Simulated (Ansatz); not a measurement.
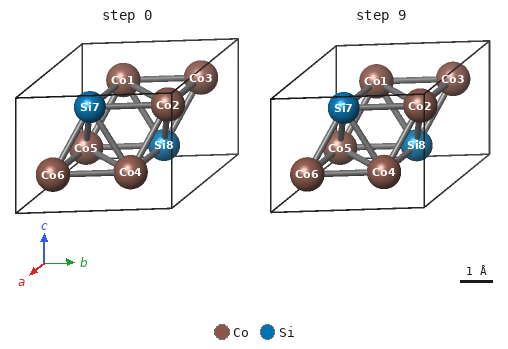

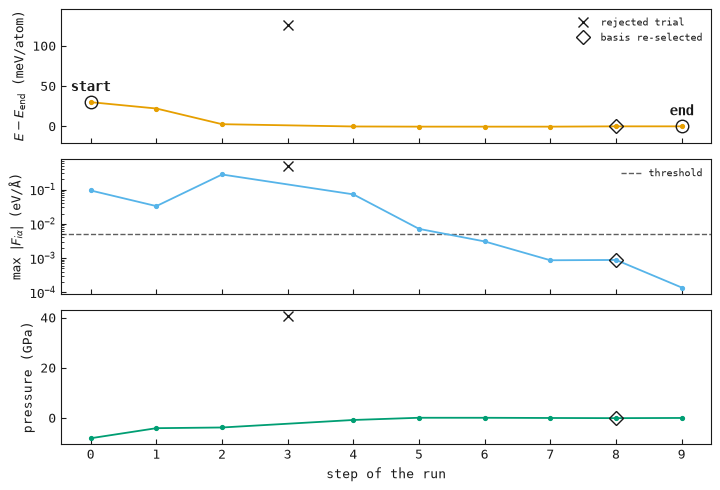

First and last geometry of a relaxation of crystalline Co3Si (set up in P6_3/mmc), with the history of the run. Style: ball-and-stick. Shown: the cell of the calculation, from a free direction.

Computed with DFT PBEsol, scalar-relativistic, plane waves, PAW (Ansatz). Settings: plane-wave cutoff 420 eV; k-point mesh 12 × 12 × 10; occupations gaussian; smearing width 0.1 eV; collinear spin; cell and atoms relaxed; force threshold 0.005 eV/Å; at most 80 steps.

Question: Read the history and describe the run.

Answer: The run was cut off at its time limit before the program reported convergence, but its last step already meets the force threshold: the largest component is 0.00014 eV/Å against 0.005 eV/Å. The pressure is within 0.01 GPa of its target. The largest moves relative to the cell, 0.009 Å, are those of Co1, Co2, Co3, Co4, Co5 and Co6. Co1 goes along [−1 −2 0]. Si stays in place. The volume changes by −5.1 %, with a = b 4.976 → 4.889 Å (−1.8 %), c 3.973 → 3.904 Å (−1.7 %). Some distances before and after: Co1–Co2 2.500 → 2.441 Å, Co1–Co5 2.456 → 2.408 Å, Co1–Si7 2.488 → 2.445 Å, Co1–Si8 2.447 → 2.410 Å. The space group stays P6_3/mmc (No. 194). The energy falls by 30.1 meV per atom in 7 accepted moves (9 points after the start). The largest force component goes from 0.094 to 0.00014 eV/Å. Pressure: −8.09 GPa at the start and 0.00 GPa at the end. The line search rejected the trial step at point 3 of the run. The SCF was repeated once at an unchanged geometry on a basis and grid sized afresh for the cell, which shifted the energy by 0.4 meV per atom at most. The program noted that the starting moments weren't kept.
